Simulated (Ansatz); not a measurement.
FeO

Space group P-1; the calculation finds a residual pressure of about −13 GPa at this fixed cell; spin-polarised. It comes out metallic at this level (no Hubbard term), which in such compounds can be an artefact. Net moment 0.1 μB in the 4-atom cell of the calculation; other magnetic orders weren't tried. So large a residual pressure suggests that the database cell is idealised or belongs to other conditions. The cell comes from a database of computed structures, not from a measurement.

Input file:

```
crystal:
  lattice:
    - [3.0488587354, 0.0, 0.0]
    - [1.5215942087, 2.6823606015, 0.0]
    - [0.1382020491, 0.2344548864, 5.2676308955]
  atoms:
    - { symbol: Fe, position: [0.5, 0.5, 0.0], spin: 4.0 }
    - { symbol: Fe, position: [0.5, 0.5, 0.5], spin: 4.0 }
    - { symbol: O, position: [0.163763, 0.170933, 0.255701] }
    - { symbol: O, position: [0.836237, 0.829067, 0.744299] }
magnetization:
  spin_polarized: true
basis:
  ecutwfc: 420
  fft_grid_basis: typed
kpoints:
  mp_grid: { grid: [10, 10, 6] }
hamiltonian:
  xc: pbe
scf:
  occupations: { method: gaussian, width: 0.05 }
output:
  forces: true
  stress: true
  eigenvalues: true
  bader: true
  write_density: true
  volumetric_format: npy
  populations: true
  elf: true
```

Command:

```sh
ansatz run input.yaml --threads 2 --pin off --max-ram 4096MiB --backend cpu --events-out ev --progress --plain --runs-dir out
```

The picture shows the conventional cell of the magnetic structure (a = 3.05 Å, b = 3.08 Å, c = 5.27 Å, α = 87.04°, β = 88.50°, γ = 60.44°).

Computed with DFT PBE, scalar-relativistic, plane waves, PAW (Ansatz).

What will a map of ρ − Σ ρ(atoms) show?

Answer. Fe–O (2.17 Å): Δρ is +0.010 e/Å³ at the midpoint, so little or no bond charge builds up halfway.
- Fe–Fe (2.64 Å): Δρ is −0.02 e/Å³ at the midpoint.
- Over the whole cell, outside the masked cores, the largest gain lies at the edge of the masked core of O, and the largest loss, 0.06 e/Å³, lies 1.0 Å from an iron nucleus and 1.6 Å from an oxygen one.
- In all about 0.20 e an atom is rearranged against the free atoms.
- Bader charges: Fe +1.26 and O −1.26 e.

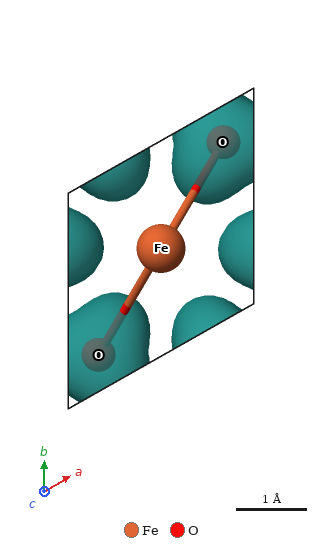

Computed deformation density: teal surfaces at +0.06, none at −0.06 e/Å³, in the conventional cell of the magnetic structure seen along the c axis (the regions close to the nuclei are left out).

Cores are masked to 0.9 Å (Fe) and 0.6 Å (O).

In a PAW calculation such maps are meaningful between the atoms, not at the nuclei.
